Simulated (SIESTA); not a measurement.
## A series of single points on PbO

System: PbO (Pbcm, 8 atoms in the cell).
Method: Kohn-Sham DFT of a periodic cell, LDA, PseudoDojo 0.4 standard, converted to PSML, no spin polarisation (SIESTA 5.4.2).

The 7 runs differ only in the geometry, by an even scaling of the cell at fixed fractional positions. The structure derives from an entry of the Crystallography Open Database.

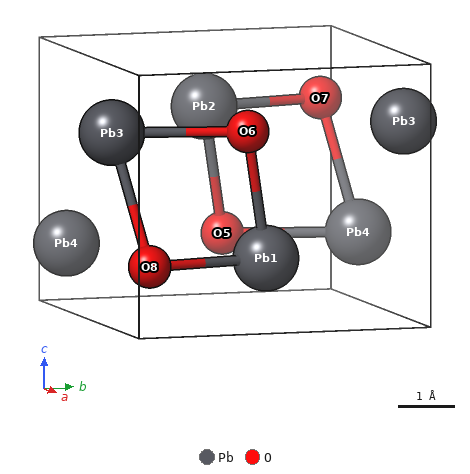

Figure 1. The structure of run 4 (ball-and-stick view of the cell of the calculation, seen slightly off an axis; atoms are numbered from 1 in the order of the input). An atom can appear more than once, as a periodic image.

## Input of run 4
```
SystemName                      PbO
SystemLabel                     PbO
NumberOfSpecies                 2
NumberOfAtoms                   8
%block ChemicalSpeciesLabel
  1  82 Pb
  2   8 O
%endblock ChemicalSpeciesLabel

LatticeConstant                 1.0 Ang
%block LatticeVectors
     5.8760000000     0.0000000000     0.0000000000
     0.0000000000     5.4760000000     0.0000000000
     0.0000000000     0.0000000000     4.7430000000
%endblock LatticeVectors
AtomicCoordinatesFormat         Fractional
%block AtomicCoordinatesAndAtomicSpecies
     0.7690000000     0.5140000000     0.2500000000  1  Pb
     0.2310000000     0.4860000000     0.7500000000  1  Pb
     0.7690000000     0.9860000000     0.7500000000  1  Pb
     0.2310000000     0.0140000000     0.2500000000  1  Pb
     0.1320000000     0.5820000000     0.2500000000  2  O
     0.8680000000     0.4180000000     0.7500000000  2  O
     0.1320000000     0.9180000000     0.7500000000  2  O
     0.8680000000     0.0820000000     0.2500000000  2  O
%endblock AtomicCoordinatesAndAtomicSpecies

%block kgrid.MonkhorstPack
    4   0   0  0.0
    0   4   0  0.0
    0   0   4  0.0
%endblock kgrid.MonkhorstPack
XC.Functional                   LDA
XC.Authors                      PW92
PAO.BasisSize                   DZP
PAO.EnergyShift                 0.003 Ry
Mesh.Cutoff                     800 Ry
OccupationFunction              FD
ElectronicTemperature           0.05 eV
MaxSCFIterations                120
SCF.MustConverge                false
SCF.Mixer.Method                Pulay
SCF.Mixer.Weight                0.25
SCF.Mixer.History               8
SCF.DM.Tolerance                5.0e-05
SCF.H.Tolerance                 1.0e-03 eV
WriteForces                     true
Charge.Mulliken                 end
%block PAO.Basis
  Pb 4
  n=6 0 2
    6.142 0.000
  n=6 1 2
    8.773 0.000
  n=5 2 2
    4.164 0.000
  n=6 2 1
    8.773
%endblock PAO.Basis
```

Command:
```bash
siesta PbO.fdf > PbO.out 2>&1
```

Run 5 differs from it as follows:
```diff
-     5.8760000000     0.0000000000     0.0000000000
-     0.0000000000     5.4760000000     0.0000000000
-     0.0000000000     0.0000000000     4.7430000000
+     5.9149150414     0.0000000000     0.0000000000
+     0.0000000000     5.5122659576     0.0000000000
+     0.0000000000     0.0000000000     4.7744115114
```

## Results, with one run withheld

```tsv
run	volume per atom (Å³)	free energy per atom, from the lowest run given (meV)	pressure (GPa)	gap on the mesh (eV)
1	17.932	7.86	3.95	2.15
2	18.314	1.31	1.61	2.14
3	18.695	0.00	−0.46	2.12
4	19.077	3.37	−2.32	2.10
5	19.458	?	?	?
6	19.840	22.19	−5.45	2.05
7	20.222	36.75	−6.75	2.03
```

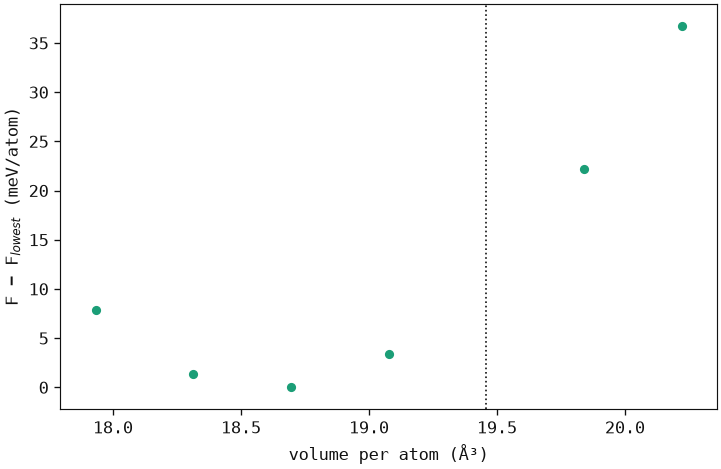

Figure 2. Free energy per atom of the runs given; the dotted line marks run 5.

Estimate the energy of run 5 from the others.

A cubic polynomial in V^(−2/3) (the Birch–Murnaghan form), fitted to the 6 runs given, misses them by at most 0.01 meV per atom. With x = V^(−2/3) − 0.14052 Å⁻², it reads F = 2.1577 − 2398.8 x + 6.2506e+05 x² + 1.4752e+06 x³ (meV per atom). At run 5 it gives 10.91 meV per atom, and the run itself gives 10.91. The slope of the fit gives a pressure −dF/dV of −3.98 GPa there, and the run prints −3.98 GPa. The fit has its minimum at 18.604 Å³ per atom, where V d²F/dV² gives 98.4 GPa. Cell shape and fractional positions are held, so this is the stiffness under even scaling; the relaxed bulk modulus wasn't computed and can be far lower in a crystal of layers, chains or molecules like this one. The gap on the mesh goes, without turning, from 2.15 eV in run 1 to 2.03 eV in run 7; run 5 has 2.08 eV. These are gaps of this functional on this mesh, which can miss the band edges; they aren't the measured gap.

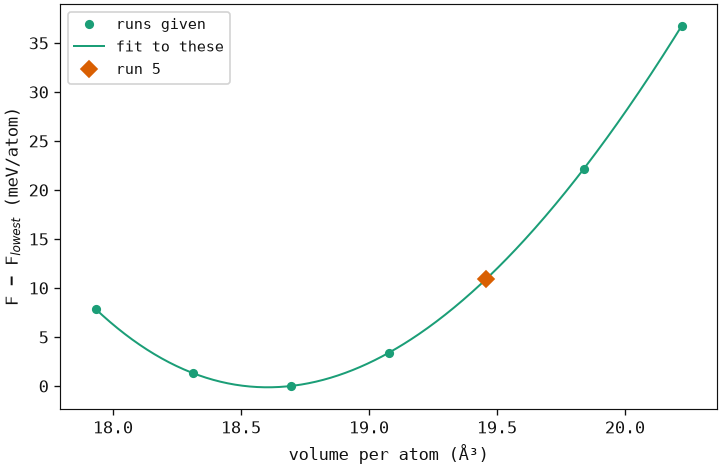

Figure 3. The fit and the withheld run.

## Some lines of the output (run 5)
```
[...]
outcell: Cell volume (Ang**3)        :    155.6677
stepf: Fermi-Dirac step function
siesta: Etot    =     -9423.990024
siesta: FreeEng =     -9423.990024
        iscf     Eharris(eV)        E_KS(eV)     FreeEng(eV)     dDmax    Ef(eV) dHmax(eV)
siesta: E_KS(eV) =            -9441.7597
siesta: E_KS - E_eggbox =     -9441.7597
siesta: Etot    =     -9441.759680
siesta: FreeEng =     -9441.759680
siesta:         Fermi =      -5.254004
siesta: Cell volume =        155.667705 Ang**3
    Orbital volume contribution        =           7.208758 eV
```

Notes: Points of doubt noted for this run: mulliken charges of long orbitals. Spin–orbit coupling is left out, which matters for Pb. With a small basis of atomic orbitals these values can differ much from converged plane-wave results.
